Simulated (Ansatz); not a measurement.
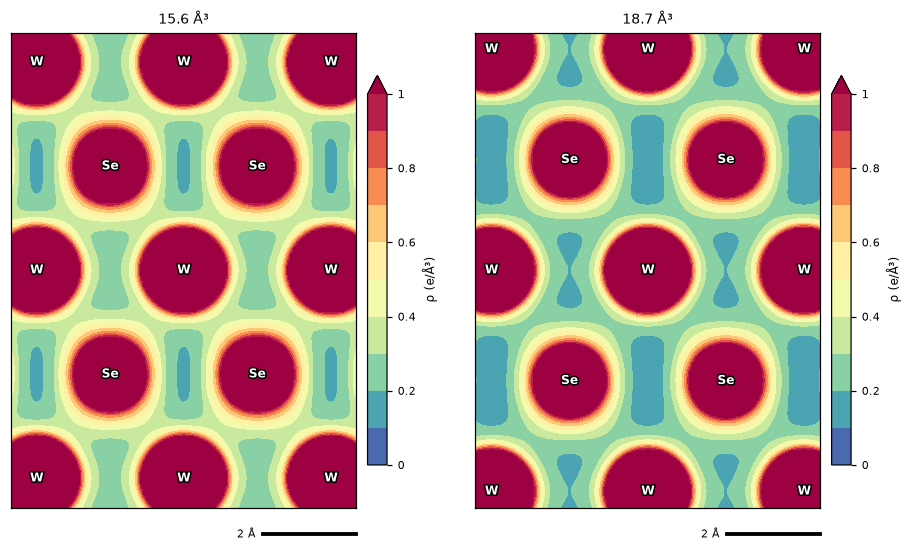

WSe. The valence charge density (pseudo) of cells scaled evenly to different volumes (given per atom above each panel), on the (110) plane of each (indices in the axes of the cell below), at one length scale and on one colour scale.

Started from the CsCl (B2) prototype, which need not be the ambient phase.

The calculation used DFT PBE, scalar-relativistic, plane waves, PAW in Ansatz 0.2.0.

The density is the valence pseudo-density of a PAW calculation; it isn't the true density close to the nuclei.

The largest cell:

```
W Se
1.0
     3.34585    0.00000    0.00000
     0.00000    3.34585    0.00000
     0.00000    0.00000    3.34585
W Se
1 1
Direct
  0.00000 0.00000 0.00000
  0.50000 0.50000 0.50000
```

| volume (Å³/atom) | W–Se contact in the plane (Å) | ρ at its midpoint (e/Å³) | pressure (GPa) | 
| --- | --- | --- | --- |
| 15.61 | 2.727 | 0.376 | 0.0 | 
| 16.54 | 2.780 | ? | ? | 
| 18.73 | 2.898 | 0.282 | −23.7 | 

Q: Estimate the missing row, and compare with the calculation.

A: Over the known rows ln ρ falls by 1.68 per Å of W–Se distance (the line through the two), which gives 0.344 e/Å³ at 2.780 Å; the calculation gives 0.344 e/Å³. For the pressure, a straight line in volume between the neighbouring rows gives −7.1 GPa; the calculation gives −10.3, lower because pressure rises ever faster on compression.
